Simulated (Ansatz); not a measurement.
**Al: one change and its effect**

System: Al (I4mm, 8 atoms in the cell).
Method of run A: DFT PBEsol+D3(BJ), scalar-relativistic, plane waves, PAW, no spin polarisation (Ansatz 0.2.0).

The structure derives from an entry of the Crystallography Open Database. Text and figures count atoms from 1; the logs count them from 0 in places.

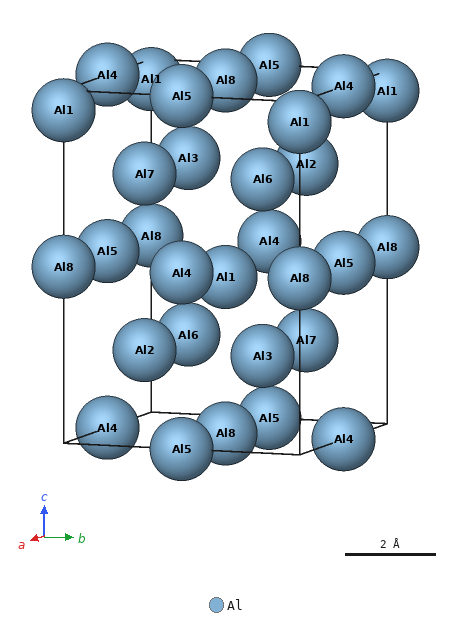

Figure 1. The structure (spheres-only view of the cell 2 times as large as that of the calculation, set on its symmetry axes, seen slightly off an axis; atoms are numbered from 1 in the order of the input). An atom can appear more than once, as a periodic image.

## Input file, run A
```yaml
crystal:
  lattice:
    - [-3.962555228, 3.962555228, 0.0]
    - [-3.962555228, 0.0, 3.962555228]
    - [0.0, 3.962555228, 3.962555228]
  atoms:
    - { symbol: Al, position: [0.056781543, 0.056781543, -0.056781543] }
    - { symbol: Al, position: [0.5, 0.0, 0.0] }
    - { symbol: Al, position: [0.0, 0.5, 0.0] }
    - { symbol: Al, position: [0.0, 0.0, 0.5] }
    - { symbol: Al, position: [0.5, 0.5, 0.0] }
    - { symbol: Al, position: [0.5, 0.0, 0.5] }
    - { symbol: Al, position: [0.0, 0.5, 0.5] }
    - { symbol: Al, position: [0.5, 0.5, 0.5] }
basis:
  ecutwfc: 420
kpoints:
  mp_grid: { grid: [14, 14, 14] }
hamiltonian:
  xc: pbesol
  dispersion: d3bj
scf:
  occupations: { method: gaussian, width: 0.15 }
output:
  forces: true
  stress: true
  eigenvalues: true
```

Command:
```bash
ansatz run input.yaml --threads 1 --pin off --max-ram 2560MiB --backend cpu --events-out ev --progress --plain --runs-dir out
```

Hardware: 1 thread of Intel Xeon (Granite Rapids), 32 GiB of memory available, shared host.

## Output, shortened to warnings, some set-up lines, iterations and results (run A)
```
Basis set: ecut = 420 eV, 2421 PW (Γ), exchange–correlation on 80×80×80 points (8 copies of the dense FFT grid, shifted against one another)
Symmetry: 8 space group operations
k-points: 244 of 2744 (time reversal used)
Initial density: superposition of atomic densities (neutral atoms: chi_scale 0, normalization atom), corrected by the library's trained network
[...]
SCF iter   1: F=—  HF=-4198.452072 eV  |F-HF|=—  |Δ(HF+E_count)|=         —  Δρ=1.03e-3  dr2=1.52e-3  ethr=1.77e-3  ⟨swp⟩=6.8  Hψ=28755  notcnv=0  defer=3
SCF iter   2: F=—  HF=-4198.452100 eV  |F-HF|=—  |Δ(HF+E_count)|=   2.79e-5  Δρ=5.90e-4  dr2=4.06e-4  ethr=6.34e-6  ⟨swp⟩=1.9  Hψ=7814  notcnv=0  defer=2
SCF iter   3: F=—  HF=-4198.452073 eV  |F-HF|=—  |Δ(HF+E_count)|=   2.70e-5  Δρ=8.17e-5  dr2=1.12e-5  ethr=1.69e-6  ⟨swp⟩=2.3  Hψ=6523  notcnv=0  defer=2
SCF iter   4: F=—  HF=-4198.452167 eV  |F-HF|=—  |Δ(HF+E_count)|=   9.45e-5  Δρ=1.70e-5  dr2=3.51e-7  ethr=4.68e-8  ⟨swp⟩=2.4  Hψ=7121  notcnv=0  defer=2
SCF iter   5: F=-4198.452167 eV  HF=-4198.452167 eV  |F-HF|=1.59e-9  |Δ(HF+E_count)|=   1.15e-7  Δρ=1.89e-6  dr2=4.07e-9  ethr=1.46e-9  ⟨swp⟩=2.3  Hψ=7423  notcnv=0  defer=2
SCF iter   6: F=-4198.452167 eV  HF=-4198.452167 eV  |F-HF|=1.64e-11  |Δ(HF+E_count)|=   1.27e-9  Δρ=2.06e-7  dr2=5.38e-11  ethr=1.69e-11  ⟨swp⟩=5.1  Hψ=18515  notcnv=0
SCF 1 converged in 6 iterations: F = -4198.452167 eV  dr2 = 5.38e-11
SCF converged after 6 iterations
Free energy (F): -4198.452167 eV
Harris-Foulkes:  -4198.452167 eV  (|F-HF|=1.64e-11)
Internal energy: -4198.413560 eV  (E = F + TS)
E sigma→0 (E₀):  -4198.432864 eV
Entropy (-TS):   -0.038607 eV (-4.826 meV/atom)
Fermi energy:    8.492656 eV
--- Per-component energies (eV) ---
  E_band       = 93.390028
  E_kinetic    = 191.385149
  E_local      = 79.759186  (includes V_loc(G=0)·N_el)
  E_nonlocal   = 84.848531
  E_hartree    = 2.599550
  E_xc         = -318.788217
  E_vxc        = -237.775000  (∫ρ·V_xc dr)
  E_paw        = -3638.925896  (= ΣΔE_a)
  E_vpaw       = -30.026919  (= ΣTr[D̂ρ^β])
  E_aug_tail   = -0.000020  (compensation charges beyond the density's cutoff)
  E_ewald      = -596.747901
  E_disp       = -2.697057  (pairwise vdW)
  E_core_change = 0.153112  (= ΣΔE_core)
  E_smearing   = -0.038607  (= −TS)
  E_closure    = 0.000000  (closes the sum)
  Σ components = -4198.452167   (vs F -4198.452167, Δ=0.00e0)
--- Forces (eV/Å), atoms counted from 1 ---
  atom   1  Al     2.75042706    -0.00000000     0.00000000
  atom   2  Al    -0.72896174     0.91071827     0.00000000
  atom   3  Al    -0.72896174    -0.00000000     0.91071827
  atom   4  Al     0.10653963     0.00000000     0.00000000
  atom   5  Al     0.10653963     0.00000000    -0.00000000
  atom   6  Al    -0.72896174    -0.00000000    -0.91071827
  atom   7  Al    -0.72896174    -0.91071827     0.00000000
  atom   8  Al    -0.04765864    -0.00000000     0.00000000
  max |Σ_I F_I| component: 7.28e-7 eV/Å
--- Stress (GPa, compression-positive) ---
        2.437402       0.000000       0.000000
        0.000000       2.236208       0.000000
        0.000000       0.000000       2.236208
  P = ⅓ Tr σ = 2.3033 GPa (23.033 kbar)
```

The input of run B differs as follows (lines with − go, lines with + come):
```diff
-    - { symbol: Al, position: [0.056781543, 0.056781543, -0.056781543] }
+    - { symbol: Al, position: [-0.0283907715, -0.0283907715, 0.0283907715] }
```

How does run B compare with run A?

With the same functional and potentials, run B lies 56.2 meV per atom lower. The pressure goes from 2.30 to 0.58 GPa. The largest force goes from 2.750 to 1.286 eV/Å. The number of SCF iterations is the same.

## Output, shortened to warnings, some set-up lines, iterations and results (run B)
```
Basis set: ecut = 420 eV, 2421 PW (Γ), exchange–correlation on 80×80×80 points (8 copies of the dense FFT grid, shifted against one another)
Symmetry: 8 space group operations
k-points: 244 of 2744 (time reversal used)
Initial density: superposition of atomic densities (neutral atoms: chi_scale 0, normalization atom), corrected by the library's trained network
[...]
SCF iter   1: F=—  HF=-4198.901716 eV  |F-HF|=—  |Δ(HF+E_count)|=         —  Δρ=8.73e-4  dr2=6.33e-4  ethr=1.77e-3  ⟨swp⟩=6.7  Hψ=28186  notcnv=0  defer=1
SCF iter   2: F=—  HF=-4198.901892 eV  |F-HF|=—  |Δ(HF+E_count)|=   1.76e-4  Δρ=5.07e-4  dr2=2.07e-4  ethr=2.64e-6  ⟨swp⟩=1.9  Hψ=8162  notcnv=0  defer=3
SCF iter   3: F=—  HF=-4198.901901 eV  |F-HF|=—  |Δ(HF+E_count)|=   8.42e-6  Δρ=4.98e-5  dr2=3.56e-6  ethr=8.64e-7  ⟨swp⟩=1.1  Hψ=4431  notcnv=0  defer=3
SCF iter   4: F=—  HF=-4198.902002 eV  |F-HF|=—  |Δ(HF+E_count)|=   1.01e-4  Δρ=1.78e-5  dr2=3.09e-7  ethr=1.48e-8  ⟨swp⟩=2.2  Hψ=6820  notcnv=0  defer=3
SCF iter   5: F=-4198.902002 eV  HF=-4198.902002 eV  |F-HF|=1.06e-9  |Δ(HF+E_count)|=   1.09e-7  Δρ=1.66e-6  dr2=3.04e-9  ethr=1.29e-9  ⟨swp⟩=2.2  Hψ=7394  notcnv=0  defer=3
SCF iter   6: F=-4198.902002 eV  HF=-4198.902002 eV  |F-HF|=7.09e-11  |Δ(HF+E_count)|=  8.62e-10  Δρ=3.15e-7  dr2=1.43e-10  ethr=1.27e-11  ⟨swp⟩=4.7  Hψ=15490  notcnv=0
SCF 1 converged in 6 iterations: F = -4198.902002 eV  dr2 = 1.43e-10
SCF converged after 6 iterations
Free energy (F): -4198.902002 eV
Harris-Foulkes:  -4198.902002 eV  (|F-HF|=7.09e-11)
Internal energy: -4198.864121 eV  (E = F + TS)
E sigma→0 (E₀):  -4198.883061 eV
Entropy (-TS):   -0.037881 eV (-4.735 meV/atom)
Fermi energy:    8.506622 eV
--- Per-component energies (eV) ---
  E_band       = 93.999215
  E_kinetic    = 190.371584
  E_local      = 83.946700  (includes V_loc(G=0)·N_el)
  E_nonlocal   = 84.124291
  E_hartree    = 1.356920
  E_xc         = -318.478196
  E_vxc        = -237.415820  (∫ρ·V_xc dr)
  E_paw        = -3638.613446  (= ΣΔE_a)
  E_vpaw       = -29.741347  (= ΣTr[D̂ρ^β])
  E_aug_tail   = -0.000020  (compensation charges beyond the density's cutoff)
  E_ewald      = -599.027866
  E_disp       = -2.697201  (pairwise vdW)
  E_core_change = 0.153112  (= ΣΔE_core)
  E_smearing   = -0.037881  (= −TS)
  E_closure    = 0.000000  (closes the sum)
  Σ components = -4198.902002   (vs F -4198.902002, Δ=0.00e0)
--- Forces (eV/Å), atoms counted from 1 ---
  atom   1  Al    -1.28624635     0.00000000     0.00000000
  atom   2  Al     0.34444049    -0.39291497     0.00000000
  atom   3  Al     0.34444049     0.00000000    -0.39291497
  atom   4  Al    -0.06347288    -0.00000000    -0.00000000
  atom   5  Al    -0.06347288    -0.00000000     0.00000000
  atom   6  Al     0.34444049     0.00000000     0.39291497
  atom   7  Al     0.34444049     0.39291497     0.00000000
  atom   8  Al     0.03542999     0.00000000     0.00000000
  max |Σ_I F_I| component: 1.46e-7 eV/Å
--- Stress (GPa, compression-positive) ---
        0.658221       0.000000       0.000000
        0.000000       0.534839       0.000000
        0.000000       0.000000       0.534839
  P = ⅓ Tr σ = 0.5760 GPa (5.760 kbar)
```

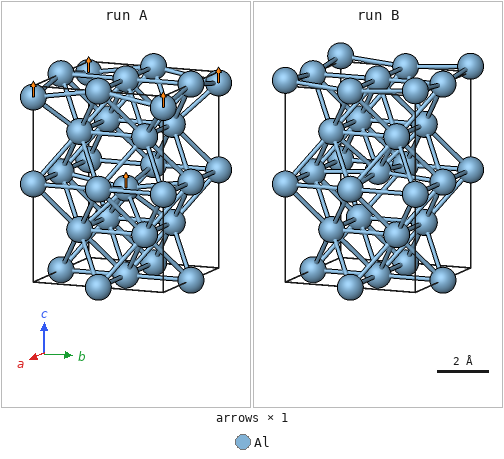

Figure 2. The two input geometries at one scale (ball-and-stick view of the cell 2 times as large as that of the calculation, set on its symmetry axes, seen slightly off an axis). The orange arrows on the first give the shifts of the atoms relative to the cell, at true length. An Al atom moves most: 0.68 Å. The cell doesn't change. Among the contacts that change: Al–Al 3.136 → 2.648 Å, Al–Al 2.504 → 2.965 Å, Al–Al 2.838 → 2.811 Å.

## The two runs side by side

| quantity | run A | run B |
| --- | --- | --- |
| outcome | converged | converged |
| free energy per atom (eV) | −524.8065 | −524.8628 |
| energy per atom, smearing taken to zero (eV) | −524.8041 | −524.8604 |
| gap on the mesh (eV) | 0.00 | 0.00 |
| pressure (GPa) | 2.30 | 0.58 |
| largest force (eV/Å) | 2.750 | 1.286 |
| SCF iterations | 6 | 6 |
| irreducible k-points | 244 | 244 |
| plane waves at Γ | 2421 | 2421 |
| wall time (shared host) | 20 s | 19 s |
